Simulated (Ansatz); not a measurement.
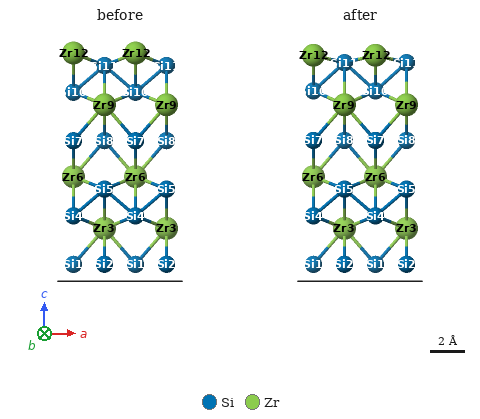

The structure of a slab of composition ZrSi$_{2}$ (cut from the Cmcm phase) before (left) and after (right) a constrained relaxation, at one scale.

A ball-and-stick model of the 2 × 2 repeat of the cell, outlined in the plane, without the vacuum, seen along the b axis.

Case: clean slab, lower half held. The slab is the (0 1 0) face of ZrSi2. 6 atoms are held fixed.

Computed with DFT PBEsol, scalar-relativistic, plane waves, PAW (Ansatz). Settings: plane-wave cutoff 420 eV; k-point mesh 8 × 8 × 1; occupations gaussian; smearing width 0.1 eV; no spin polarisation; dipole correction; atoms relaxed in a fixed cell; force threshold 0.03 eV/Å; at most 70 steps.

### Summarise the run.

The largest move is that of Si11, 0.17 Å along the normal (+c). Largest moves by element: Si 0.17 Å, Zr 0.13 Å. The cell doesn't change. Some distances before and after: Si10–Zr12 2.952 → 2.787 Å, Zr9–Si11 2.952 → 3.090 Å, Zr9–Zr12 3.557 → 3.446 Å, Si11–Zr12 2.695 → 2.628 Å. Bond angles that change, for instance: Si11–Zr12–Si11 148.2° → 160.9°, Si10–Zr12–Si11 102.1° → 109.6°, Si10–Zr12–Si10 77.0° → 82.5°. After 4 geometry steps the energy has fallen by 0.172 eV per cell of the calculation. Largest force component: 1.3 eV/Å at the start, 0.026 eV/Å at the end. The run took 2.7 min on 1 thread of Intel(R) Xeon(R) 6975P-C (Granite Rapids), on a shared host, peak memory 0.77 GiB.
